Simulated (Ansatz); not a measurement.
# Geometry relaxation of Ge (part 3 of 3)

Continued. System: Ge (interface cell, 24 atoms in the cell). Method: DFT PBEsol, scalar-relativistic, plane waves, PAW, no spin polarisation (Ansatz 0.2.0); cutoff 420 eV, 12×12×1 k-mesh, Gaussian smearing of 0.1 eV. The structure derives from an entry of the Crystallography Open Database. It belongs to a series of runs on one base structure; here: symmetric tilt boundary Sigma 3 (1 1 1), mirror between the next planes, shift [0, 0].

Geometry of the input (Å; fractional positions):
```
4.0134  0.0000  0.0000
-2.0067  3.4757  0.0000
0.0000  0.0000  39.3229
Ge 0.3333  0.6667  0.1353
Ge 0.6667  0.3333  0.0312
Ge 1.0000  1.0000  0.1145
Ge 0.0000  1.0000  0.0520
Ge 0.6667  0.3333  0.2187
Ge 0.3333  0.6667  0.1978
Ge 0.3333  0.6667  0.3853
Ge 0.6667  0.3333  0.2812
Ge 1.0000  1.0000  0.3645
Ge 1.0000  1.0000  0.3020
Ge 0.6667  0.3333  0.4687
Ge 0.3333  0.6667  0.4478
Ge 0.3333  0.6667  0.8647
Ge 0.6667  0.3333  0.9688
Ge 1.0000  1.0000  0.8855
Ge 0.0000  1.0000  0.9480
Ge 0.6667  0.3333  0.7813
Ge 0.3333  0.6667  0.8022
Ge 0.3333  0.6667  0.6147
Ge 0.6667  0.3333  0.7188
Ge 1.0000  1.0000  0.6355
Ge 1.0000  1.0000  0.6980
Ge 0.6667  0.3333  0.5313
Ge 0.3333  0.6667  0.5522
```

Output, continued
```
--- Relaxed structure (3 steps of the walk, 3 accepted, 1 SCFs on fresh bases) ---
  F+E_penalty+E_count = -102083.86837453 eV   max|allowed force component| = 9.652e-4 eV/Å   (the final SCF, on the basis selected at the relaxed cell)
  cell:  # Å, volume = 548.7870 Å³
    - [4.013371723884096, -2.8867418589562737e-11, 0.0]
    - [-2.006685861917048, 3.475681867728207, 0.0]
    - [0.0, 0.0, 39.341816073667545]
  atoms:
    - { symbol: Ge, position: [0.3333333333333333, 0.6666666666666666, 0.1355037189632031] }
    - { symbol: Ge, position: [0.6666666666666666, 0.3333333333333333, 0.03147221232720697] }
    - { symbol: Ge, position: [1.0, 1.0, 0.11471298032684521] }
    - { symbol: Ge, position: [-5.551115123125783e-17, 1.0000000000000002, 0.05234169461897884] }
    - { symbol: Ge, position: [0.6666666666666666, 0.3333333333333333, 0.21877271676773433] }
    - { symbol: Ge, position: [0.3333333333333333, 0.6666666666666666, 0.19795477491288566] }
    - { symbol: Ge, position: [0.3333333333333333, 0.6666666666666666, 0.385288937707194] }
    - { symbol: Ge, position: [0.6666666666666666, 0.3333333333333333, 0.28122914727999576] }
    - { symbol: Ge, position: [1.0, 1.0, 0.364498160133524] }
    - { symbol: Ge, position: [1.0, 1.0, 0.30204738994399083] }
    - { symbol: Ge, position: [0.6666666666666666, 0.3333333333333333, 0.4685274788811141] }
    - { symbol: Ge, position: [0.3333333333333333, 0.6666666666666666, 0.44765959182575155] }
    - { symbol: Ge, position: [0.3333333333333333, 0.6666666666666666, 0.8644962810367972] }
    - { symbol: Ge, position: [0.6666666666666666, 0.3333333333333333, 0.9685277876727931] }
    - { symbol: Ge, position: [1.0, 1.0, 0.8852870196731547] }
    - { symbol: Ge, position: [-5.551115123125783e-17, 1.0000000000000002, 0.9476583053810212] }
    - { symbol: Ge, position: [0.6666666666666666, 0.3333333333333333, 0.7812272832322658] }
    - { symbol: Ge, position: [0.3333333333333333, 0.6666666666666666, 0.8020452250871145] }
    - { symbol: Ge, position: [0.3333333333333333, 0.6666666666666666, 0.6147110622928061] }
    - { symbol: Ge, position: [0.6666666666666666, 0.3333333333333333, 0.7187708527200045] }
    - { symbol: Ge, position: [1.0, 1.0, 0.6355018398664761] }
    - { symbol: Ge, position: [1.0, 1.0, 0.6979526100560093] }
    - { symbol: Ge, position: [0.6666666666666666, 0.3333333333333333, 0.531472521118886] }
    - { symbol: Ge, position: [0.3333333333333333, 0.6666666666666666, 0.5523404081742487] }
--- Löwdin populations: 24 sites ---
  site symbol       q [e]
     0     Ge     13.9810
     1     Ge     13.9864
     2     Ge     13.9789
     3     Ge     13.9794
     4     Ge     13.9813
     5     Ge     13.9813
     6     Ge     13.9789
     7     Ge     13.9813
     8     Ge     13.9810
     9     Ge     13.9813
    10     Ge     13.9864
    11     Ge     13.9794
    12     Ge     13.9810
    13     Ge     13.9864
    14     Ge     13.9789
    15     Ge     13.9794
    16     Ge     13.9813
    17     Ge     13.9813
    18     Ge     13.9789
    19     Ge     13.9813
    20     Ge     13.9810
    21     Ge     13.9813
    22     Ge     13.9864
    23     Ge     13.9794
  spilling = 0.001329 (of n_electrons = 336.000000)
```

File populations.tsv
```
# site	symbol	l	j	q
# orbitals = lowdin
# n_electrons = 336.000000
# spilling = 0.001329
0	Ge	0_4S	-	1.332532
0	Ge	1_4P	-	2.652149
0	Ge	2_3D	-	9.996358
1	Ge	0_4S	-	1.337472
1	Ge	1_4P	-	2.652454
1	Ge	2_3D	-	9.996436
2	Ge	0_4S	-	1.331335
2	Ge	1_4P	-	2.651246
2	Ge	2_3D	-	9.996355
3	Ge	0_4S	-	1.328542
3	Ge	1_4P	-	2.654480
3	Ge	2_3D	-	9.996366
4	Ge	0_4S	-	1.332408
4	Ge	1_4P	-	2.652525
4	Ge	2_3D	-	9.996363
5	Ge	0_4S	-	1.332246
5	Ge	1_4P	-	2.652698
5	Ge	2_3D	-	9.996362
6	Ge	0_4S	-	1.331331
6	Ge	1_4P	-	2.651252
6	Ge	2_3D	-	9.996355
7	Ge	0_4S	-	1.332410
7	Ge	1_4P	-	2.652524
7	Ge	2_3D	-	9.996363
8	Ge	0_4S	-	1.332530
8	Ge	1_4P	-	2.652153
8	Ge	2_3D	-	9.996358
9	Ge	0_4S	-	1.332246
9	Ge	1_4P	-	2.652698
9	Ge	2_3D	-	9.996362
10	Ge	0_4S	-	1.337465
10	Ge	1_4P	-	2.652460
10	Ge	2_3D	-	9.996435
11	Ge	0_4S	-	1.328525
11	Ge	1_4P	-	2.654493
11	Ge	2_3D	-	9.996366
12	Ge	0_4S	-	1.332532
12	Ge	1_4P	-	2.652149
12	Ge	2_3D	-	9.996358
13	Ge	0_4S	-	1.337472
13	Ge	1_4P	-	2.652454
13	Ge	2_3D	-	9.996436
14	Ge	0_4S	-	1.331335
14	Ge	1_4P	-	2.651246
14	Ge	2_3D	-	9.996355
15	Ge	0_4S	-	1.328542
15	Ge	1_4P	-	2.654480
15	Ge	2_3D	-	9.996366
16	Ge	0_4S	-	1.332408
16	Ge	1_4P	-	2.652525
16	Ge	2_3D	-	9.996363
17	Ge	0_4S	-	1.332246
17	Ge	1_4P	-	2.652698
17	Ge	2_3D	-	9.996362
18	Ge	0_4S	-	1.331331
18	Ge	1_4P	-	2.651252
18	Ge	2_3D	-	9.996355
19	Ge	0_4S	-	1.332410
19	Ge	1_4P	-	2.652524
19	Ge	2_3D	-	9.996363
20	Ge	0_4S	-	1.332530
20	Ge	1_4P	-	2.652153
20	Ge	2_3D	-	9.996358
21	Ge	0_4S	-	1.332246
21	Ge	1_4P	-	2.652698
21	Ge	2_3D	-	9.996362
22	Ge	0_4S	-	1.337465
22	Ge	1_4P	-	2.652460
22	Ge	2_3D	-	9.996435
23	Ge	0_4S	-	1.328525
23	Ge	1_4P	-	2.654493
23	Ge	2_3D	-	9.996366
```

Trajectory as extended XYZ (Å, eV, eV/Å), 4 frames, from step=1 to step=4
```
24
Lattice="4.0134 0.0000 0.0000 -2.0067 3.4757 0.0000 0.0000 0.0000 39.3229" Properties=species:S:1:pos:R:3:forces:R:3 step=1 energy=-102083.86520 pressure_GPa=-0.04
Ge    0.0000    2.3171    5.3217    0.0000   0.0000  -0.0049
Ge    2.0067    1.1586    1.2256    0.0000   0.0000   0.1612
Ge    2.0067    3.4757    4.5025    0.0000   0.0000  -0.0189
Ge   -2.0067    3.4757    2.0448    0.0000   0.0000   0.0563
Ge    2.0067    1.1586    8.5986    0.0000   0.0000   0.0021
Ge    0.0000    2.3171    7.7794    0.0000   0.0000  -0.0054
Ge    0.0000    2.3171   15.1524    0.0000   0.0000   0.0182
Ge    2.0067    1.1586   11.0563    0.0000   0.0000  -0.0021
Ge    2.0067    3.4757   14.3332    0.0000   0.0000   0.0048
Ge    2.0067    3.4757   11.8755    0.0000   0.0000   0.0051
Ge    2.0067    1.1586   18.4293    0.0000   0.0000  -0.0729
Ge    0.0000    2.3171   17.6101    0.0000   0.0000  -0.0456
Ge    0.0000    2.3171   34.0012    0.0000   0.0000   0.0049
Ge    2.0067    1.1586   38.0973    0.0000   0.0000  -0.1612
Ge    2.0067    3.4757   34.8204    0.0000   0.0000   0.0189
Ge   -2.0067    3.4757   37.2781    0.0000   0.0000  -0.0563
Ge    2.0067    1.1586   30.7243    0.0000   0.0000  -0.0021
Ge    0.0000    2.3171   31.5435    0.0000   0.0000   0.0054
Ge    0.0000    2.3171   24.1704    0.0000   0.0000  -0.0182
Ge    2.0067    1.1586   28.2666    0.0000   0.0000   0.0021
Ge    2.0067    3.4757   24.9897    0.0000   0.0000  -0.0048
Ge    2.0067    3.4757   27.4474    0.0000   0.0000  -0.0051
Ge    2.0067    1.1586   20.8935    0.0000   0.0000   0.0729
Ge    0.0000    2.3171   21.7128    0.0000   0.0000   0.0456
24
Lattice="4.0134 0.0000 0.0000 -2.0067 3.4757 0.0000 0.0000 0.0000 39.3444" Properties=species:S:1:pos:R:3:forces:R:3 step=2 energy=-102083.86822 pressure_GPa=-0.08
Ge    0.0000    2.3171    5.3317    0.0000   0.0000   0.0085
Ge    2.0067    1.1586    1.2380    0.0000   0.0000   0.0195
Ge    2.0067    3.4757    4.5155    0.0000   0.0000  -0.0084
Ge   -2.0067    3.4757    2.0624    0.0000   0.0000  -0.0254
Ge    2.0067    1.1586    8.6072    0.0000   0.0000   0.0020
Ge    0.0000    2.3171    7.7883    0.0000   0.0000   0.0013
Ge    0.0000    2.3171   15.1571    0.0000   0.0000   0.0076
Ge    2.0067    1.1586   11.0645    0.0000   0.0000  -0.0008
Ge    2.0067    3.4757   14.3404    0.0000   0.0000  -0.0067
Ge    2.0067    3.4757   11.8836    0.0000   0.0000  -0.0005
Ge    2.0067    1.1586   18.4337    0.0000   0.0000  -0.0066
Ge    0.0000    2.3171   17.6108    0.0000   0.0000   0.0140
Ge    0.0000    2.3171   34.0127    0.0000   0.0000  -0.0085
Ge    2.0067    1.1586   38.1064    0.0000   0.0000  -0.0195
Ge    2.0067    3.4757   34.8289    0.0000   0.0000   0.0084
Ge   -2.0067    3.4757   37.2820    0.0000   0.0000   0.0254
Ge    2.0067    1.1586   30.7371    0.0000   0.0000  -0.0020
Ge    0.0000    2.3171   31.5561    0.0000   0.0000  -0.0013
Ge    0.0000    2.3171   24.1872    0.0000   0.0000  -0.0076
Ge    2.0067    1.1586   28.2799    0.0000   0.0000   0.0008
Ge    2.0067    3.4757   25.0039    0.0000   0.0000   0.0067
Ge    2.0067    3.4757   27.4608    0.0000   0.0000   0.0005
Ge    2.0067    1.1586   20.9107    0.0000   0.0000   0.0066
Ge    0.0000    2.3171   21.7336    0.0000   0.0000  -0.0140
24
Lattice="4.0134 0.0000 0.0000 -2.0067 3.4757 0.0000 0.0000 0.0000 39.3418" Properties=species:S:1:pos:R:3:forces:R:3 step=3 energy=-102083.86837 pressure_GPa=-0.08
Ge    0.0000    2.3171    5.3310    0.0000   0.0000   0.0001
Ge    2.0067    1.1586    1.2382    0.0000   0.0000   0.0010
Ge    2.0067    3.4757    4.5130    0.0000   0.0000  -0.0010
Ge   -2.0067    3.4757    2.0592    0.0000   0.0000  -0.0004
Ge    2.0067    1.1586    8.6069    0.0000   0.0000   0.0003
Ge    0.0000    2.3171    7.7879    0.0000   0.0000  -0.0010
Ge    0.0000    2.3171   15.1580    0.0000   0.0000   0.0008
Ge    2.0067    1.1586   11.0641    0.0000   0.0000  -0.0002
Ge    2.0067    3.4757   14.3400    0.0000   0.0000   0.0000
Ge    2.0067    3.4757   11.8831    0.0000   0.0000   0.0008
Ge    2.0067    1.1586   18.4327    0.0000   0.0000  -0.0005
Ge    0.0000    2.3171   17.6117    0.0000   0.0000   0.0002
Ge    0.0000    2.3171   34.0109    0.0000   0.0000  -0.0001
Ge    2.0067    1.1586   38.1036    0.0000   0.0000  -0.0010
Ge    2.0067    3.4757   34.8288    0.0000   0.0000   0.0010
Ge   -2.0067    3.4757   37.2826    0.0000   0.0000   0.0004
Ge    2.0067    1.1586   30.7349    0.0000   0.0000  -0.0003
Ge    0.0000    2.3171   31.5539    0.0000   0.0000   0.0010
Ge    0.0000    2.3171   24.1838    0.0000   0.0000  -0.0008
Ge    2.0067    1.1586   28.2778    0.0000   0.0000   0.0002
Ge    2.0067    3.4757   25.0018    0.0000   0.0000   0.0000
Ge    2.0067    3.4757   27.4587    0.0000   0.0000  -0.0008
Ge    2.0067    1.1586   20.9091    0.0000   0.0000   0.0005
Ge    0.0000    2.3171   21.7301    0.0000   0.0000  -0.0002
24
Lattice="4.0134 0.0000 0.0000 -2.0067 3.4757 0.0000 0.0000 0.0000 39.3418" Properties=species:S:1:pos:R:3:forces:R:3 step=4 energy=-102083.86838 pressure_GPa=-0.08
Ge    0.0000    2.3171    5.3310    0.0000   0.0000   0.0001
Ge    2.0067    1.1586    1.2382    0.0000   0.0000   0.0010
Ge    2.0067    3.4757    4.5130    0.0000   0.0000  -0.0009
Ge   -2.0067    3.4757    2.0592    0.0000   0.0000  -0.0004
Ge    2.0067    1.1586    8.6069    0.0000   0.0000   0.0003
Ge    0.0000    2.3171    7.7879    0.0000   0.0000  -0.0010
Ge    0.0000    2.3171   15.1580    0.0000   0.0000   0.0007
Ge    2.0067    1.1586   11.0641    0.0000   0.0000  -0.0002
Ge    2.0067    3.4757   14.3400    0.0000   0.0000   0.0000
Ge    2.0067    3.4757   11.8831    0.0000   0.0000   0.0008
Ge    2.0067    1.1586   18.4327    0.0000   0.0000  -0.0005
Ge    0.0000    2.3171   17.6117    0.0000   0.0000   0.0002
Ge    0.0000    2.3171   34.0109    0.0000   0.0000  -0.0001
Ge    2.0067    1.1586   38.1036    0.0000   0.0000  -0.0010
Ge    2.0067    3.4757   34.8288    0.0000   0.0000   0.0009
Ge   -2.0067    3.4757   37.2826    0.0000   0.0000   0.0004
Ge    2.0067    1.1586   30.7349    0.0000   0.0000  -0.0003
Ge    0.0000    2.3171   31.5539    0.0000   0.0000   0.0010
Ge    0.0000    2.3171   24.1838    0.0000   0.0000  -0.0007
Ge    2.0067    1.1586   28.2778    0.0000   0.0000   0.0002
Ge    2.0067    3.4757   25.0018    0.0000   0.0000   0.0000
Ge    2.0067    3.4757   27.4587    0.0000   0.0000  -0.0008
Ge    2.0067    1.1586   20.9091    0.0000   0.0000   0.0005
Ge    0.0000    2.3171   21.7301    0.0000   0.0000  -0.0002
```

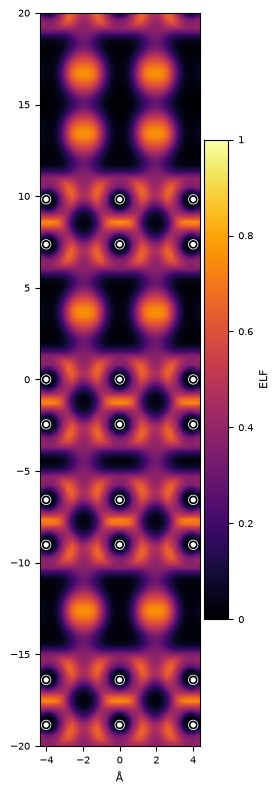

*Electron localisation function on the (100) plane of the calculation cell. Circles mark the nuclei in the plane (Ge).*

In a PAW calculation such maps are meaningful between the atoms, not at the nuclei.

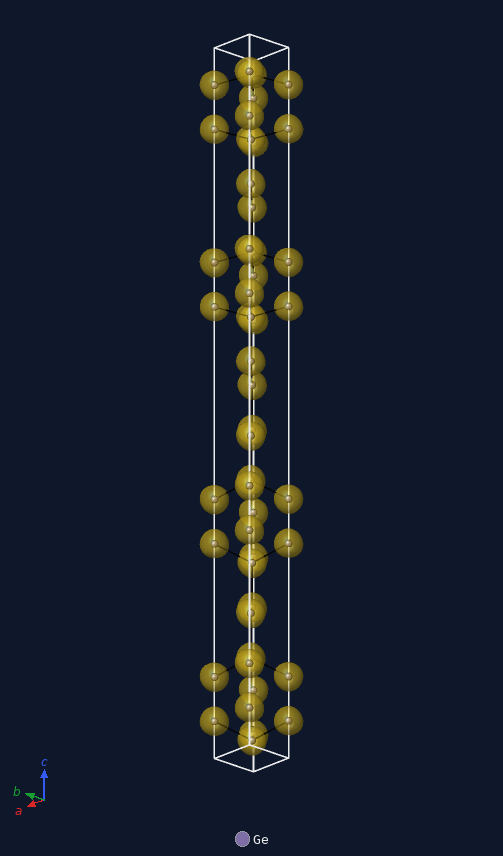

*Isosurface of the valence charge density (pseudo) at 0.8 e/Å³ (yellow), seen at an oblique angle. Sticks mark near contacts. The outline is the calculation cell.*

At this value the density breaks into separate islands; it holds about 70 % of the electrons treated as valence (semicore included). It is pinched off along the Ge–Ge (2.45 Å) contacts. On the grid the lowest density along these lines, outside the cores, is 0.51 e/Å³ (Ge–Ge, 2.45 Å).

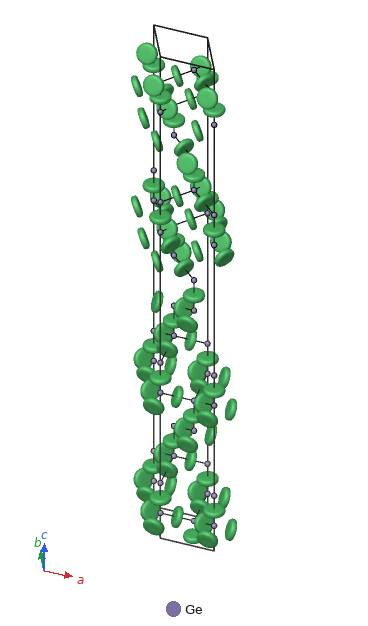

*Isosurface of the electron localisation function at 0.6 (green), seen at an oblique angle. Only the valence region is drawn (cores and ρ < 0.01 e/Å³ removed). Sticks mark near contacts. The outline is the calculation cell.*

The ELF exceeds this value in 48 regions between bonded Ge–Ge atoms (shared pairs), counted in one cell of 24 atoms. Profiles from the grid: Ge–Ge (2.45 Å): the ELF peaks at about 0.80 between the atoms (a shared electron pair).

Key numbers

| quantity | value |
| --- | --- |
| outcome | converged |
| electrons treated | 336 |
| free energy | −102083.8684 eV |
| Fermi energy | 8.329 eV |
| gap on the k-point mesh | none (metallic) |
| final volume | 548.79 Å³ |
| largest force (length of the vector) at the end | 0.001 eV/Å |
| wall time | 8.6 min (CPU time 17 min) |
| peak memory | 2.4 GiB |
